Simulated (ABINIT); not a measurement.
## Geometry relaxation of Ta₂C (part 1 of 4)

- system: Ta₂C (P-3m1, 3 atoms in the cell)
- method: Kohn-Sham DFT of a periodic cell, PBEsol, PseudoDojo NC SR PBEsol v0.4.1 standard, no spin polarisation (ABINIT 10.8.3)

The structure derives from an entry of the Crystallography Open Database.

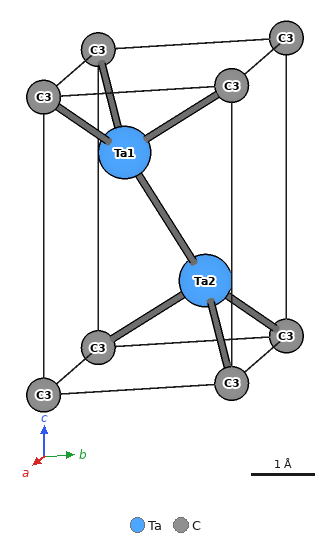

*The starting structure (ball-and-stick view of the cell of the calculation, seen slightly off an axis; atoms are numbered from 1 in the order of the input). An atom can appear more than once, as a periodic image.*

Near neighbours in the periodic cell (some may lie outside the picture): Ta has 3 C at 2.18 Å and 12 Ta at 3.04 to 3.11 Å; C has 6 Ta at 2.18 Å.

### The input
```
# Pseudopotentials
pp_dirpath "./"
pseudos "Ta.upf, C.upf"

# Structure
acell 3*1.0 Angstrom
rprim
     3.1059000000     0.0000000000     0.0000000000
    -1.5529500000     2.6897883016     0.0000000000
     0.0000000000     0.0000000000     4.9464000000
ntypat 2
znucl 73 6
natom 3
typat 1 1 2
chkprim 0
chksymtnons 0
tolsym 1.0e-6
xred
            2/3            1/3   0.7479900000
            1/3            2/3   0.2520100000
            0.0            0.0            0.0

# Plane-wave basis
ecut 41.0
ecutsm 0.5

# k points
kptopt 1
ngkpt 8 8 4
nshiftk 1
shiftk 0.0 0.0 0.0

# Exchange and correlation
ixc -116133

# Bands and occupations
nband 19
occopt 3
tsmear 0.05 eV

# SCF cycle
nstep 80
tolvrs 1.0e-12

# Output
iomode 3
prteig 0
prtebands 0
prtwf 0
prtden 0

# Relaxation
ionmov 2
optcell 2
ntime 50
tolmxf 2.0e-5
dilatmx 1.08
```

Run as:
```bash
abinit run.abi > log 2>&1
```

### What the program printed
```
.Version 10.8.3 of ABINIT
 Symmetries : space group P-3 m 1 (#164); Bravais hP (primitive hexag.)
================================================================================
 Values of the parameters that define the memory need of the present run
     intxc =       0    ionmov =       2      iscf =       7    lmnmax =       8
     lnmax =       8     mgfft =      60  mpssoang =       4    mqgrid =    3001
     natom =       3  nloc_mem =       1    nspden =       1   nspinor =       1
    nsppol =       1      nsym =      12    n1xccc =    2501    ntypat =       2
    occopt =       3   xclevel =       2
       mpw =        4421          nfft =       96000          nkpt =          35
================================================================================
================================================================================

--------------------------------------------------------------------------------
------------- Echo of variables that govern the present computation ------------
--------------------------------------------------------------------------------
 -outvars: echo values of preprocessed input variables --------
            acell      1.8897261259E+00  1.8897261259E+00  1.8897261259E+00 Bohr
              amu      1.80947900E+02  1.20110000E+01
          chkprim           0
      chksymtnons           0
          dilatmx      1.08000000E+00
             ecut      4.10000000E+01 Hartree
           ecutsm      5.00000000E-01 Hartree
           ionmov           2
              ixc     -116133
         kptrlatt        8    0    0      0    8    0      0    0    4
          kptrlen      3.73893652E+01
            natom           3
            nband          19
            ngfft          40      40      60
             nkpt          35
            nstep          80
             nsym          12
            ntime          50
           ntypat           2
           occopt           3
          optcell           2
           prtden           0
        prtebands           0
           prteig           0
            prtwf           0
            rprim      3.1059000000E+00  0.0000000000E+00  0.0000000000E+00
                      -1.5529500000E+00  2.6897883016E+00  0.0000000000E+00
                       0.0000000000E+00  0.0000000000E+00  4.9464000000E+00
          spgroup         164
           tolmxf      2.00000000E-05
           tolsym      1.00000000E-06
           tolvrs      1.00000000E-12
           tsmear      1.83746611E-03 Hartree
            typat      1  1  2
           xangst      1.5529500000E+00  8.9659610053E-01  3.6998577360E+00
                       2.0863268231E-17  1.7931922011E+00  1.2465422640E+00
                       0.0000000000E+00  0.0000000000E+00  0.0000000000E+00
            xcart      2.9346501872E+00  1.6943210756E+00  6.9917178259E+00
                       3.9425863047E-17  3.3886421511E+00  2.3556234833E+00
                       0.0000000000E+00  0.0000000000E+00  0.0000000000E+00
             xred      6.6666666667E-01  3.3333333333E-01  7.4799000000E-01
                       3.3333333333E-01  6.6666666667E-01  2.5201000000E-01
                       0.0000000000E+00  0.0000000000E+00  0.0000000000E+00
            znucl       73.00000    6.00000

================================================================================

 chkinp: Checking input parameters for consistency.

================================================================================
== DATASET  1 ==================================================================

--- !DatasetInfo
iteration_state: {dtset: 1, }
dimensions: {natom: 3, nkpt: 35, mband: 19, nsppol: 1, nspinor: 1, nspden: 1, mpw: 4421, }
cutoff_energies: {ecut:  41.0, pawecutdg:  -1.0, }
electrons: {nelect:   3.00000000E+01, charge:   0.00000000E+00, occopt:   3.00000000E+00, tsmear:   1.83746611E-03, }
meta: {optdriver: 0, ionmov: 2, optcell: 2, iscf: 7, paral_kgb: 0, }
...

 Real(R)+Recip(G) space primitive vectors, cartesian coordinates (Bohr,Bohr^-1):
 R(1)=  5.8693004  0.0000000  0.0000000  G(1)=  0.1703781  0.0983678  0.0000000
 R(2)= -2.9346502  5.0829632  0.0000000  G(2)=  0.0000000  0.1967356  0.0000000
 R(3)=  0.0000000  0.0000000  9.3473413  G(3)=  0.0000000  0.0000000  0.1069823
 Unit cell volume ucvol=  2.7886333E+02 bohr^3
 Angles (23,13,12)=  9.00000000E+01  9.00000000E+01  1.20000000E+02 degrees

 getcut: wavevector=  0.0000  0.0000  0.0000  ngfft=  40  40  60
         ecut(hartree)=     47.822   => boxcut(ratio)=   2.06197

--- Pseudopotential description ------------------------------------------------
- pspini: atom type   1  psp file is ./Ta.upf
  73.00000  13.00000  180301                  znucl, zion, pspdat
12 -116133 3 -1 1432                          pspcod,pspxc,lmax,lloc,mmax
     nproj     2     2     2     2

- pspini: atom type   2  psp file is ./C.upf
   6.00000   4.00000  180301                  znucl, zion, pspdat
12 -116133 1 -1 1248                          pspcod,pspxc,lmax,lloc,mmax
     nproj     2     2     0     0

   1.43294114E+03                                ecore*ucvol(ha*bohr**3)
--------------------------------------------------------------------------------

================================================================================

=== [ionmov= 2] Broyden-Fletcher-Goldfarb-Shanno method (forces)
================================================================================

--- Iteration: ( 1/50) Internal Cycle: (1/1)
--------------------------------------------------------------------------------

---SELF-CONSISTENT-FIELD CONVERGENCE--------------------------------------------

--- !BeginCycle
iteration_state: {dtset: 1, itime: 1, icycle: 1, }
solver: {iscf: 7, nstep: 80, nline: 4, wfoptalg: 0, }
tolerances: {tolvrs: 1.00E-12, }
...

     iter   Etot(hartree)      deltaE(h)  residm     vres2
 ETOT  1  -135.99772174920    -1.360E+02 1.828E-01 2.125E+03
 ETOT  2  -136.04747106855    -4.975E-02 2.038E-02 2.247E+03
 ETOT  3  -136.24079913307    -1.933E-01 5.761E-03 6.889E+00
 ETOT  4  -136.24145894120    -6.598E-04 6.771E-03 3.783E-02
 ETOT  5  -136.24146636902    -7.428E-06 1.629E-03 1.886E-02
 ETOT  6  -136.24146908051    -2.711E-06 2.452E-03 1.625E-04
 ETOT  7  -136.24146910181    -2.130E-08 8.496E-04 1.007E-06
 ETOT  8  -136.24146910236    -5.483E-10 1.310E-03 7.783E-07
 ETOT  9  -136.24146910247    -1.141E-10 7.331E-04 5.156E-09
 ETOT 10  -136.24146910248    -7.816E-12 8.333E-04 2.771E-10
 ETOT 11  -136.24146910248     1.421E-13 6.387E-04 5.065E-13

 At SCF step   11       vres2   =  5.07E-13 < tolvrs=  1.00E-12 =>converged.

 Cartesian components of stress tensor (hartree/bohr^3)
  sigma(1 1)=  9.58856292E-05  sigma(3 2)=  0.00000000E+00
  sigma(2 2)=  9.58856294E-05  sigma(3 1)=  0.00000000E+00
  sigma(3 3)=  1.11110806E-04  sigma(2 1)=  0.00000000E+00

--- !ResultsGS
iteration_state: {dtset: 1, itime: 1, icycle: 1, }
comment   : Summary of ground state results
lattice_vectors:
- [  5.8693004,   0.0000000,   0.0000000, ]
- [ -2.9346502,   5.0829632,   0.0000000, ]
- [  0.0000000,   0.0000000,   9.3473413, ]
lattice_lengths: [   5.86930,    5.86930,    9.34734, ]
lattice_angles: [ 90.000,  90.000, 120.000, ] # degrees, (23, 13, 12)
lattice_volume:   2.7886333E+02
convergence: {deltae:  1.421E-13, res2:  5.065E-13, residm:  6.387E-04, diffor: null, }
etotal    :  -1.36241469E+02
entropy   :   0.00000000E+00
fermie    :   4.98879417E-01
cartesian_stress_tensor: # hartree/bohr^3
- [  9.58856292E-05,   0.00000000E+00,   0.00000000E+00, ]
- [  0.00000000E+00,   9.58856294E-05,   0.00000000E+00, ]
- [  0.00000000E+00,   0.00000000E+00,   1.11110806E-04, ]
pressure_GPa:  -2.9704E+00
xred      :
- [  6.6667E-01,   3.3333E-01,   7.4799E-01, Ta]
- [  3.3333E-01,   6.6667E-01,   2.5201E-01, Ta]
- [  0.0000E+00,   0.0000E+00,   0.0000E+00,  C]
cartesian_forces: # hartree/bohr
- [ -3.05845109E-29,   8.82898781E-30,  -8.66405372E-04, ]
- [  3.82306387E-29,   4.85594330E-29,   8.66405372E-04, ]
- [ -7.64612774E-30,  -5.73884208E-29,  -0.00000000E+00, ]
force_length_stats: {min:   5.78955448E-29, max:   8.66405372E-04, mean:   5.77603581E-04, }
...

 Integrated electronic density in atomic spheres:
 ------------------------------------------------
 Atom  Sphere_radius  Integrated_density
    1        2.00000          9.21973054
    2        2.00000          9.21973054
    3        2.00000          4.14774035

---OUTPUT-----------------------------------------------------------------------

 Cartesian coordinates (xcart) [bohr]
  2.93465018722849E+00  1.69432107556488E+00  6.99171782586122E+00
  3.94258630473010E-17  3.38864215112976E+00  2.35562348332904E+00
  0.00000000000000E+00  0.00000000000000E+00  0.00000000000000E+00
 Reduced coordinates (xred)
  6.66666666666667E-01  3.33333333333333E-01  7.47990000000000E-01
  3.33333333333333E-01  6.66666666666667E-01  2.52010000000000E-01
  0.00000000000000E+00  0.00000000000000E+00  0.00000000000000E+00
 Cartesian forces (fcart) [Ha/bohr]; max,rms= 8.66405E-04 4.08427E-04 (free atoms)
 -3.05845109452647E-29  8.82898781368706E-30 -8.66405371678376E-04
  3.82306386815809E-29  4.85594329752788E-29  8.66405371678376E-04
 -7.64612773631618E-30 -5.73884207889659E-29 -0.00000000000000E+00
 Gradient of E wrt nuclear positions in reduced coordinates (gred)
  1.79509681543626E-28 -1.34632261157719E-28  8.09858672119362E-03
 -2.24387101929532E-28 -1.34632261157719E-28 -8.09858672119362E-03
  4.48774203859065E-29  2.69264522315439E-28  0.00000000000000E+00
 Scale of Primitive Cell (acell) [bohr]
  1.88972612590778E+00  1.88972612590778E+00  1.88972612590778E+00
 Real space primitive translations (rprimd) [bohr]
  5.86930037445698E+00  0.00000000000000E+00  0.00000000000000E+00
 -2.93465018722849E+00  5.08296322669464E+00  0.00000000000000E+00
  0.00000000000000E+00  0.00000000000000E+00  9.34734130919025E+00
 Unitary Cell Volume (ucvol) [Bohr^3]=  2.78863327130182E+02
 Angles (23,13,12)= [degrees]
  9.00000000000000E+01  9.00000000000000E+01  1.20000000000130E+02
 Lengths [Bohr]
  5.86930037445698E+00  5.86930037443392E+00  9.34734130919025E+00
 Stress tensor in cartesian coordinates (strten) [Ha/bohr^3]
  9.58856292445284E-05  0.00000000000000E+00  0.00000000000000E+00
  0.00000000000000E+00  9.58856294385572E-05  0.00000000000000E+00
  0.00000000000000E+00  0.00000000000000E+00  1.11110806113701E-04
 Total energy (etotal) [Ha]= -1.36241469102477E+02

--- Iteration: ( 2/50) Internal Cycle: (1/1)
--------------------------------------------------------------------------------

---SELF-CONSISTENT-FIELD CONVERGENCE--------------------------------------------

--- !BeginCycle
iteration_state: {dtset: 1, itime: 2, icycle: 1, }
solver: {iscf: 7, nstep: 80, nline: 4, wfoptalg: 0, }
tolerances: {tolvrs: 1.00E-12, }
...

     iter   Etot(hartree)      deltaE(h)  residm     vres2
 ETOT  1  -136.24086720084    -1.362E+02 3.885E-02 1.330E+01
 ETOT  2  -136.24159543259    -7.282E-04 8.525E-03 2.725E-01
 ETOT  3  -136.24161844063    -2.301E-05 9.327E-03 7.505E-03
 ETOT  4  -136.24161910863    -6.680E-07 7.856E-03 4.784E-03
 ETOT  5  -136.24161951449    -4.059E-07 2.473E-03 9.973E-05
 ETOT  6  -136.24161952204    -7.545E-09 2.666E-03 4.631E-07
 ETOT  7  -136.24161952211    -7.140E-11 9.703E-04 5.531E-09
 ETOT  8  -136.24161952210     5.400E-12 8.415E-04 1.282E-10
 ETOT  9  -136.24161952211    -3.098E-12 3.737E-04 4.382E-12
 ETOT 10  -136.24161952211     5.116E-13 2.596E-04 1.545E-13

 At SCF step   10       vres2   =  1.54E-13 < tolvrs=  1.00E-12 =>converged.

 Cartesian components of stress tensor (hartree/bohr^3)
  sigma(1 1)=  1.21772133E-05  sigma(3 2)=  0.00000000E+00
  sigma(2 2)=  1.21772135E-05  sigma(3 1)=  0.00000000E+00
  sigma(3 3)=  1.94410249E-05  sigma(2 1)=  0.00000000E+00

--- !ResultsGS
iteration_state: {dtset: 1, itime: 2, icycle: 1, }
comment   : Summary of ground state results
lattice_vectors:
- [  5.8524169,   0.0000000,   0.0000000, ]
- [ -2.9262085,   5.0683417,   0.0000000, ]
- [  0.0000000,   0.0000000,   9.3161836, ]
lattice_lengths: [   5.85242,    5.85242,    9.31618, ]
lattice_angles: [ 90.000,  90.000, 120.000, ] # degrees, (23, 13, 12)
lattice_volume:   2.7633709E+02
convergence: {deltae:  5.116E-13, res2:  1.545E-13, residm:  2.596E-04, diffor: null, }
etotal    :  -1.36241620E+02
entropy   :   0.00000000E+00
fermie    :   5.04008222E-01
cartesian_stress_tensor: # hartree/bohr^3
- [  1.21772133E-05,   0.00000000E+00,   0.00000000E+00, ]
- [  0.00000000E+00,   1.21772135E-05,   0.00000000E+00, ]
- [  0.00000000E+00,   0.00000000E+00,   1.94410249E-05, ]
pressure_GPa:  -4.2950E-01
xred      :
- [  6.6667E-01,   3.3333E-01,   7.4790E-01, Ta]
- [  3.3333E-01,   6.6667E-01,   2.5210E-01, Ta]
- [ -6.9479E-30,  -1.1290E-29,   0.0000E+00,  C]
cartesian_forces: # hartree/bohr
- [ -4.60091148E-29,   3.54178331E-29,  -2.22063902E-03, ]
- [  4.60091148E-29,  -1.77089165E-29,   2.22063902E-03, ]
- [ -0.00000000E+00,  -1.77089165E-29,  -0.00000000E+00, ]
force_length_stats: {min:   1.77089165E-29, max:   2.22063902E-03, mean:   1.48042601E-03, }
...

 Integrated electronic density in atomic spheres:
 ------------------------------------------------
 Atom  Sphere_radius  Integrated_density
    1        2.00000          9.22991087
    2        2.00000          9.22991087
    3        2.00000          4.14468427

---OUTPUT-----------------------------------------------------------------------
```
